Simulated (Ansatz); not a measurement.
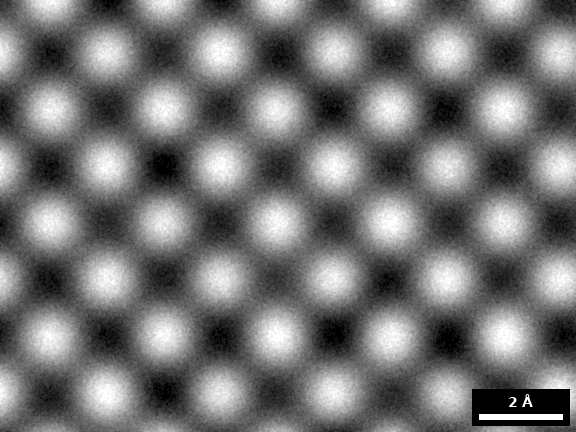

HAADF-like image of Rh (Fd-3m, No. 227). Simulated incoherent Z contrast: every atom adds Z^1.6 spread by a probe of 1.24 Å full width; channelling and multiple scattering are left out. The probe carries 25 % of its weight in a tail 2.5 times as wide. The display is stretched by a gamma of 0.8; percentages refer to the linear signal. Shot noise and the speckle of an amorphous layer were added. Atomic positions: the geometry relaxed with DFT, PBE, plane waves (420 eV) with PAW, scalar-relativistic (Ansatz 0.2.0); the starting structure was generated, so it need not be a known form of this composition.

Space group Fd-3m:1 (No. 227). a = 5.514 Å, b = 5.514 Å, c = 5.514 Å, α = 90.00°, β = 90.00°, γ = 90.00°
```
atom  site  symmetry       x       y       z
  Rh    8b      -43m  0.2500  0.2500  0.7500
```

Along which zone axis is the crystal seen: [001], [221], [111] or [110]? (Directions equivalent by symmetry count as one.)

Answer. [001]. The projected cells are 1.95 × 1.95 Å, 90° for [001]; 0.65 × 1.95 Å, 90° for [221]; 2.25 × 2.25 Å, 120° for [111]; 3.38 × 3.38 Å, 109° for [110], and the image repeats as the [001] one does.
